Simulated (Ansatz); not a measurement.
System: a slab cut from Ti₃Al (slab content Ti₁₈Al₆), space group P6_3/mmc (No. 194).

Structure:
```xyz
8
Lattice="5.7469 0.0000 0.0000 -2.8735 4.9770 0.0000 0.0000 0.0000 4.6311" Properties=species:S:1:pos:R:3 pbc="T T T"
Ti    4.2797    0.8471    1.1578
Ti    1.4062    4.1299    3.4733
Ti    2.8734    3.2828    1.1578
Ti   -1.4063    4.1299    3.4733
Ti    1.4672    0.8471    1.1578
Ti    0.0000    1.6942    3.4733
Al    0.0000    3.3180    1.1578
Al    2.8734    1.6590    3.4733
```

One of the inputs:
```
crystal:
  lattice:
    - [5.7469395395, 0.0, 0.0]
    - [-2.8734697697, 4.9769956352, 0.0]
    - [0.0, 0.0, 26.5778247219]
  atoms:
    - { symbol: Ti, position: [0.1702244452, 0.8297755548, 0.282190137] }
    - { symbol: Ti, position: [0.1702244452, 0.3404488904, 0.282190137] }
    - { symbol: Ti, position: [0.6595511096, 0.8297755548, 0.282190137] }
    - { symbol: Al, position: [0.6666666667, 0.3333333333, 0.282190137] }
    - { symbol: Ti, position: [0.8297755548, 0.6595511096, 0.3693140822] }
    - { symbol: Ti, position: [0.3404488904, 0.1702244452, 0.3693140822] }
    - { symbol: Ti, position: [0.8297755548, 0.1702244452, 0.3693140822] }
    - { symbol: Al, position: [0.3333333333, 0.6666666667, 0.3693140822] }
    - { symbol: Ti, position: [0.1702244452, 0.8297755548, 0.4564380274] }
    - { symbol: Ti, position: [0.1702244452, 0.3404488904, 0.4564380274] }
    - { symbol: Ti, position: [0.6595511096, 0.8297755548, 0.4564380274] }
    - { symbol: Al, position: [0.6666666667, 0.3333333333, 0.4564380274] }
    - { symbol: Ti, position: [0.8297755548, 0.6595511096, 0.5435619726] }
    - { symbol: Ti, position: [0.3404488904, 0.1702244452, 0.5435619726] }
    - { symbol: Ti, position: [0.8297755548, 0.1702244452, 0.5435619726] }
    - { symbol: Al, position: [0.3333333333, 0.6666666667, 0.5435619726] }
    - { symbol: Ti, position: [0.1702244452, 0.8297755548, 0.6306859178] }
    - { symbol: Ti, position: [0.1702244452, 0.3404488904, 0.6306859178] }
    - { symbol: Ti, position: [0.6595511096, 0.8297755548, 0.6306859178] }
    - { symbol: Al, position: [0.6666666667, 0.3333333333, 0.6306859178] }
    - { symbol: Ti, position: [0.8297755548, 0.6595511096, 0.717809863] }
    - { symbol: Ti, position: [0.3404488904, 0.1702244452, 0.717809863] }
    - { symbol: Ti, position: [0.8297755548, 0.1702244452, 0.717809863] }
    - { symbol: Al, position: [0.3333333333, 0.6666666667, 0.717809863] }
basis:
  ecutwfc: 500
kpoints:
  mp_grid: { grid: [6, 6, 1] }
hamiltonian:
  xc: r2scan
scf:
  occupations: { method: gaussian, width: 0.1 }
output:
  forces: true
  eigenvalues: true
  write_density: true
  write_potential: true
  elf: true
  volumetric_format: npy
relax:
  adjacent_minimum: "off"
  f_tol: 0.02
  max_steps: 60
efield:
  axis: 3
  dipole_correction: true
  ramp_width: 0.04
```

Launched with:
```bash
ansatz run input.yaml --threads 4 --pin off --max-ram 10240MiB --backend cpu --events-out ev --progress --plain --runs-dir out
```

Calculation (Ansatz 0.2.0): spacing and rumpling of the atomic planes of a slab cut from the relaxed bulk cell along the Miller plane (conventional indices), bottom to top, after all atoms relax, plane waves with PAW datasets, Γ-centred k mesh. Level: r2SCAN, no spin polarisation.

- space group in which the indices count: 194
- Miller index h: 0
- Miller index k: 0
- Miller index l: 1
- top plane: Ti3Al
- bottom plane: Ti3Al
- planes: 6
- surface cell: (1, 1)
- slab thickness as cut: 11.58 Å
- vacuum: 15 Å
- surface area: 28.6 Å²
- surface a: 5.747 Å
- surface b: 5.747 Å
- surface angle: 120 °
- slab atoms: 24
- wave cutoff: 500 eV
- k mesh: 6×6×1
- occupations: Gaussian
- smearing width: 0.1 eV
- boundary: dipole corrected

Describe the result: the spacing change of each pair of planes. The cases: 1–2; 2–3; 3–4; 4–5; 5–6.

The least value, −0.081 Å, is that of 1–2 and 5–6, and the largest, 0.043 Å, that of 2–3 and 4–5.

| pair of planes | spacing change (Å) | spacing to next (Å) |
| --- | --- | --- |
| 1–2 | −0.081 | 2.235 |
| 2–3 | 0.043 | 2.358 |
| 3–4 | −0.034 | 2.281 |
| 4–5 | 0.043 | 2.358 |
| 5–6 | −0.081 | 2.235 |

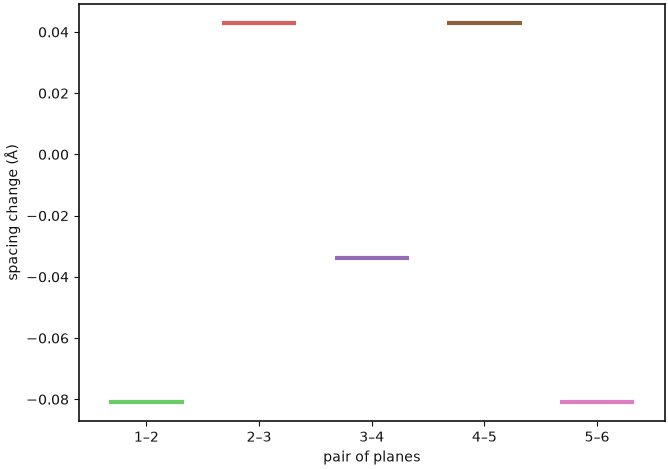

Caveats: xc potential rough in thin density.
